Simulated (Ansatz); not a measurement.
## Mending a geometry relaxation on SiO2

System: SiO2 (6 atoms in the cell).
Method of run A: DFT r2SCAN, scalar-relativistic, plane waves, PAW, no spin polarisation (Ansatz 0.2.0).

The structure derives from an entry of the Crystallography Open Database. The run did not end well. Text and figures count atoms from 1; the logs count them from 0 in places.

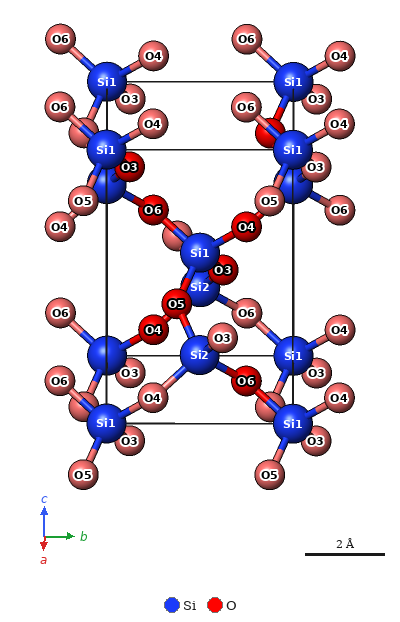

**Figure 1.** The starting structure (ball-and-stick view of the cell 2 times as large as that of the calculation, set on its symmetry axes, seen at an oblique angle; neighbours outside the cell are drawn fainter; atoms are numbered from 1 in the order of the input). An atom can appear more than once, as a periodic image. Near neighbours in the periodic cell (some may lie outside the picture): Si has 4 O at 1.62 Å; O has 2 Si at 1.62 Å.

## Input, run A
```yaml
crystal:
  lattice:
    - [-2.37405, 2.37405, 3.744]
    - [2.37405, -2.37405, 3.744]
    - [2.37405, 2.37405, -3.744]
  atoms:
    - { symbol: Si, position: [0.0, 0.0, 0.0] }
    - { symbol: Si, position: [0.75, 0.25, 0.5] }
    - { symbol: O, position: [0.99838, 0.625, 0.87338] }
    - { symbol: O, position: [0.375, 0.24838, 0.37338] }
    - { symbol: O, position: [0.75162, 0.125, 0.12662] }
    - { symbol: O, position: [0.875, 0.00162, 0.62662] }
basis:
  ecutwfc: 200
kpoints:
  mp_grid: { grid: [8, 8, 8] }
hamiltonian:
  xc: r2scan
scf:
  occupations: { method: gaussian, width: 0.02 }
output:
  forces: true
  stress: true
  eigenvalues: true
relax:
  adjacent_minimum: "off"
  f_tol: 0.01
  max_steps: 60
  cell: { stress_tol: 0.05 }
```

Launched with:
```bash
ansatz run input.yaml --threads 1 --pin off --max-ram 2560MiB --backend cpu --events-out ev --progress --plain --runs-dir out
```

Hardware: 1 thread of Oxide Virtual Turin-like (Zen 5), 32 GiB of memory available, shared host.

## Output, shortened to warnings, some set-up lines, iterations and results (run A)
```
Warning: basis.ecutwfc = 200 eV is below the records' recommended 500 eV, and the density's cutoff is lower with it unless basis.ecutrho_ratio is high enough to keep the records' density cutoff: compare with a run at a higher cutoff
Error: variable-cell relaxation did not converge after 60 `relax_step` rows, as none of its last 21 fresh-basis SCF(s) at a relaxed cell met both thresholds with a finite energy. The last misses `relax.cell.stress_tol`: largest allowed force component 1.12e-3 eV/Å (`relax.f_tol` 1.00e-2 eV/Å), stress off the target on the free part of the cell 3.08e-1 GPa (`relax.cell.stress_tol` 5.00e-2 GPa), …
Basis set: ecut = 200 eV, 557 PW (Γ), exchange–correlation on 96×96×96 points (64 copies of the dense FFT grid, shifted against one another)
Symmetry: 8 space group operations
k-points: 59 of 512 (time reversal used)
Initial density: superposition of atomic densities (neutral atoms: chi_scale 0, normalization atom), corrected by the library's trained network
[...]
SCF iter   1: F=—  HF=-3534.483772 eV  |F-HF|=—  |Δ(HF+E_count)|=         —  Δρ=1.29e-1  dr2=5.00e0  dr2_τ=5.69e-1  ethr=1.77e-3  ⟨swp⟩=6.5  Hψ=7326  notcnv=0
SCF iter   2: F=—  HF=-3533.274197 eV  |F-HF|=—  |Δ(HF+E_count)|=    1.21e0  Δρ=4.15e-2  dr2=5.87e-1  dr2_τ=2.11e-1  ethr=1.77e-3  ⟨swp⟩=3.0  Hψ=3148  notcnv=0  defer=108
SCF iter   3: F=—  HF=-3533.268141 eV  |F-HF|=—  |Δ(HF+E_count)|=   6.06e-3  Δρ=2.12e-2  dr2=8.71e-2  dr2_τ=3.94e-2  ethr=1.77e-3  ⟨swp⟩=2.6  Hψ=2130  notcnv=0  defer=108
SCF iter   4: F=—  HF=-3533.291741 eV  |F-HF|=—  |Δ(HF+E_count)|=   2.36e-2  Δρ=7.63e-3  dr2=1.21e-2  dr2_τ=4.67e-3  ethr=2.72e-4  ⟨swp⟩=2.0  Hψ=1436  notcnv=0  defer=108
SCF iter   5: F=—  HF=-3533.294925 eV  |F-HF|=—  |Δ(HF+E_count)|=   3.18e-3  Δρ=1.37e-3  dr2=4.04e-4  dr2_τ=1.80e-4  ethr=3.78e-5  ⟨swp⟩=3.0  Hψ=2144  notcnv=0  defer=108
[... 413 lines ...]
SCF iter   3: F=—  HF=-3533.385134 eV  |F-HF|=—  |Δ(HF+E_count)|=   3.42e-7  Δρ=3.23e-5  dr2=1.63e-7  dr2_τ=9.48e-8  ethr=3.76e-9  ⟨swp⟩=2.0  Hψ=2117  notcnv=0
SCF iter   4: F=—  HF=-3533.385134 eV  |F-HF|=—  |Δ(HF+E_count)|=   3.31e-7  Δρ=1.69e-6  dr2=7.55e-10  dr2_τ=1.90e-10  ethr=5.11e-10  ⟨swp⟩=2.6  Hψ=2113  notcnv=0
SCF iter   5: F=-3533.385134 eV  HF=-3533.385134 eV  |F-HF|=2.73e-12  |Δ(HF+E_count)|=   1.58e-9  Δρ=1.64e-7  dr2=1.63e-11  dr2_τ=2.38e-12  ethr=1.00e-12  ⟨swp⟩=5.2  Hψ=5096  …
SCF 60 converged in 5 iterations: F = -3533.385134 eV  dr2 = 1.63e-11
relax step  60: F+E_penalty+E_count = -3533.38513405 eV  Δ(F+E_penalty+E_count) = -2.648e-2 eV  max|allowed force component| = 1.124e-3 eV/Å  Δτ_max = 0.0000 Å  P = +0.043 …
basis re-selected at this cell: Δ(F+E_penalty+E_count) = -2.648e-2 eV, ΔP = +0.037 GPa vs the last step (what re-selecting the basis moved, of the pressure what is left beyond the Pulay correction that the steps carried, after the strain that the cell walked since its last selection, with what the …
Step failed. What follows is not a result of the run: it is the report of the last solve that finished, which converged after 5 SCF iterations.
Free energy (F): -3533.385134 eV
Harris-Foulkes:  -3533.385134 eV  (|F-HF|=2.73e-12)
Internal energy: -3533.385134 eV  (E = F + TS)
E sigma→0 (E₀):  -3533.385134 eV
Fermi energy:    3.574052 eV
--- Per-component energies (eV) ---
  E_band       = -213.512486
  E_kinetic    = 861.350034
  E_local      = -2219.765661  (includes V_loc(G=0)·N_el)
  E_nonlocal   = 175.460291
  E_hartree    = 810.343488
  E_xc         = -419.090847
  E_vxc        = -558.086012  (∫ρ·V_xc dr)
  E_paw        = -1658.404796  (= ΣΔE_a)
  E_vpaw       = -129.254428  (= ΣTr[D̂ρ^β])
  E_aug_tail   = 0.074610  (compensation charges beyond the density's cutoff)
  E_vtau       = 36.021866  (kinetic-family band-sum trace: ∫τ·v_τ [+ j·A + Jᵃ·Aᵃ] dr)
  E_ewald      = -1083.071623
  E_core_change = -0.280630  (= ΣΔE_core)
  E_smearing   = -0.000000  (= −TS)
  E_closure    = -0.000000  (closes the sum)
  Σ components = -3533.385134   (vs F -3533.385134, Δ=0.00e0)
--- Forces (eV/Å), atoms counted from 1 ---
  atom   1  Si     0.00000000    -0.00000000     0.00000000
  atom   2  Si    -0.00000000     0.00000000     0.00000000
  atom   3  O     -0.00000000     0.00112408     0.00000000
  atom   4  O      0.00112408     0.00000000     0.00000000
  atom   5  O     -0.00000000    -0.00112408    -0.00000000
  atom   6  O     -0.00112408    -0.00000000    -0.00000000
  max |Σ_I F_I| component: 5.72e-17 eV/Å
--- Stress (GPa, compression-positive) ---
        0.218743       0.000000      -0.000000
        0.000000       0.218743       0.000000
       -0.000000       0.000000      -0.308305
  P = ⅓ Tr σ = 0.0431 GPa (0.431 kbar)
End of that report.
[...]
```

> What should be changed in this input?

The run did not converge: “variable-cell relaxation did not converge after 60 `relax_step` rows, as none of its last 21 fresh-basis SCF(s) at a relaxed cell met both thresholds with a finite energy …” Its last values are not results. The program warns: the cutoff is below the recommended one.

A run of the same system that converges differs from this input as follows (lines with − go, lines with + come):
```diff
-  ecutwfc: 200
+  ecutwfc: 500
```

## Output, shortened to warnings, some set-up lines, iterations and results (run B)
```
Basis set: ecut = 500 eV, 2141 PW (Γ), exchange–correlation on 160×160×160 points (64 copies of the dense FFT grid, shifted against one another)
Symmetry: 8 space group operations
k-points: 59 of 512 (time reversal used)
Initial density: superposition of atomic densities (neutral atoms: chi_scale 0, normalization atom), corrected by the library's trained network
[...]
SCF iter   1: F=—  HF=-3559.947767 eV  |F-HF|=—  |Δ(HF+E_count)|=         —  Δρ=7.33e-3  dr2=4.61e-2  dr2_τ=5.21e-1  ethr=1.77e-3  ⟨swp⟩=7.1  Hψ=7781  notcnv=0
SCF iter   2: F=—  HF=-3560.112041 eV  |F-HF|=—  |Δ(HF+E_count)|=   1.64e-1  Δρ=4.55e-3  dr2=6.72e-3  dr2_τ=1.53e-3  ethr=1.44e-4  ⟨swp⟩=3.0  Hψ=3208  notcnv=0  defer=107
SCF iter   3: F=—  HF=-3560.111786 eV  |F-HF|=—  |Δ(HF+E_count)|=   2.56e-4  Δρ=1.55e-3  dr2=1.07e-3  dr2_τ=1.12e-4  ethr=2.10e-5  ⟨swp⟩=3.0  Hψ=2382  notcnv=0  defer=107
SCF iter   4: F=—  HF=-3560.111748 eV  |F-HF|=—  |Δ(HF+E_count)|=   3.72e-5  Δρ=2.37e-4  dr2=3.11e-5  dr2_τ=3.36e-6  ethr=3.34e-6  ⟨swp⟩=2.1  Hψ=2114  notcnv=0  defer=107
SCF iter   5: F=—  HF=-3560.111741 eV  |F-HF|=—  |Δ(HF+E_count)|=   7.81e-6  Δρ=5.16e-5  dr2=1.19e-6  dr2_τ=1.25e-7  ethr=9.73e-8  ⟨swp⟩=2.0  Hψ=2070  notcnv=0  defer=107
[... 47 lines ...]
SCF iter   5: F=—  HF=-3560.158583 eV  |F-HF|=—  |Δ(HF+E_count)|=   6.84e-8  Δρ=2.40e-6  dr2=1.77e-9  dr2_τ=2.30e-9  ethr=5.42e-11  ⟨swp⟩=2.0  Hψ=2242  notcnv=0
SCF iter   6: F=—  HF=-3560.158583 eV  |F-HF|=—  |Δ(HF+E_count)|=  2.43e-10  Δρ=3.82e-7  dr2=1.28e-10  dr2_τ=2.32e-11  ethr=5.52e-12  ⟨swp⟩=3.0  Hψ=2232  notcnv=0
SCF iter   7: F=-3560.158583 eV  HF=-3560.158583 eV  |F-HF|=3.18e-12  |Δ(HF+E_count)|=  3.64e-11  Δρ=5.20e-8  dr2=4.81e-12  dr2_τ=1.48e-13  ethr=1.00e-12  ⟨swp⟩=4.2  Hψ=4270  …
SCF 7 converged in 7 iterations: F = -3560.158583 eV  dr2 = 4.81e-12
relax step   7: F+E_penalty+E_count = -3560.15858275 eV  Δ(F+E_penalty+E_count) = -1.321e-3 eV  max|allowed force component| = 6.637e-4 eV/Å  Δτ_max = 0.0000 Å  P = -0.005 …
basis re-selected at this cell: Δ(F+E_penalty+E_count) = -1.321e-3 eV, ΔP = -0.010 GPa vs the last step (what re-selecting the basis moved, of the pressure what is left beyond the Pulay correction that the steps carried, after the strain that the cell walked since its last selection, with what the …
SCF converged after 7 iterations
Free energy (F): -3560.158583 eV
Harris-Foulkes:  -3560.158583 eV  (|F-HF|=3.18e-12)
Internal energy: -3560.158583 eV  (E = F + TS)
E sigma→0 (E₀):  -3560.158583 eV
Fermi energy:    3.627391 eV
--- Per-component energies (eV) ---
  E_band       = -211.471903
  E_kinetic    = 810.182266
  E_local      = -2342.277934  (includes V_loc(G=0)·N_el)
  E_nonlocal   = 236.027666
  E_hartree    = 869.967692
  E_xc         = -400.050804
  E_vxc        = -529.741361  (∫ρ·V_xc dr)
  E_paw        = -1683.799464  (= ΣΔE_a)
  E_vpaw       = -159.109869  (= ΣTr[D̂ρ^β])
  E_aug_tail   = 0.004226  (compensation charges beyond the density's cutoff)
  E_vtau       = 33.507831  (kinetic-family band-sum trace: ∫τ·v_τ [+ j·A + Jᵃ·Aᵃ] dr)
  E_ewald      = -1049.931602
  E_core_change = -0.280630  (= ΣΔE_core)
  E_smearing   = -0.000000  (= −TS)
  E_closure    = -0.000000  (closes the sum)
  Σ components = -3560.158583   (vs F -3560.158583, Δ=0.00e0)
--- Forces (eV/Å), atoms counted from 1 ---
  atom   1  Si     0.00000000    -0.00000000     0.00000000
  atom   2  Si     0.00000000     0.00000000     0.00000000
  atom   3  O     -0.00000000    -0.00066369     0.00000000
  atom   4  O     -0.00066369     0.00000000     0.00000000
  atom   5  O     -0.00000000     0.00066369    -0.00000000
  atom   6  O      0.00066369     0.00000000    -0.00000000
  max |Σ_I F_I| component: 2.26e-17 eV/Å
--- Stress (GPa, compression-positive) ---
       -0.008689      -0.000000       0.000000
       -0.000000      -0.008689       0.000000
        0.000000       0.000000       0.001779
  P = ⅓ Tr σ = -0.0052 GPa (-0.052 kbar)
--- Relaxed structure (6 steps of the walk, 6 accepted, 1 SCFs on fresh bases) ---
  F+E_penalty+E_count = -3560.15858275 eV   max|allowed force component| = 6.637e-4 eV/Å   (the final SCF, on the basis selected at the relaxed cell)
  cell:  # Å, volume = 89.4693 Å³
    - [-2.4733309162034334, 2.4733309162034334, 3.6563637196187067]
    - [2.4733309162034334, -2.4733309162034334, 3.6563637196187067]
[...]
```

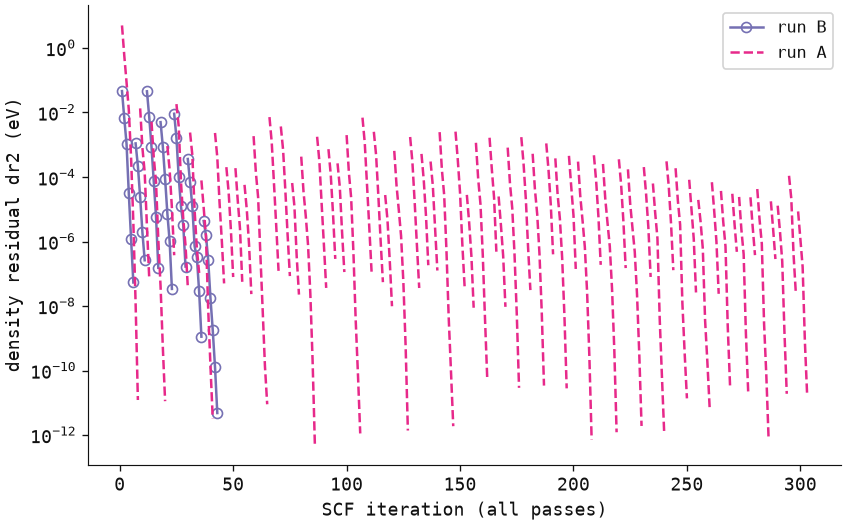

**Figure 2.** Convergence of the two runs: density residual dr2 against the SCF iteration. A break in a curve parts two SCF passes. Run B takes 43 iterations in all, and run A stops after 303.

## The two runs side by side

| quantity | run A | run B |
| --- | --- | --- |
| outcome | not converged | converged |
| free energy per atom (eV) | – | −593.3598 |
| gap on the mesh (eV) | – | 6.56 |
| pressure (GPa) | – | −0.01 |
| volume per atom (Å³) | – | 14.91 |
| largest force (eV/Å) | – | 0.001 |
| SCF iterations | – | 43 |
| irreducible k-points | – | 59 |
| wall time (shared host) | 3.6 min | 100 s |
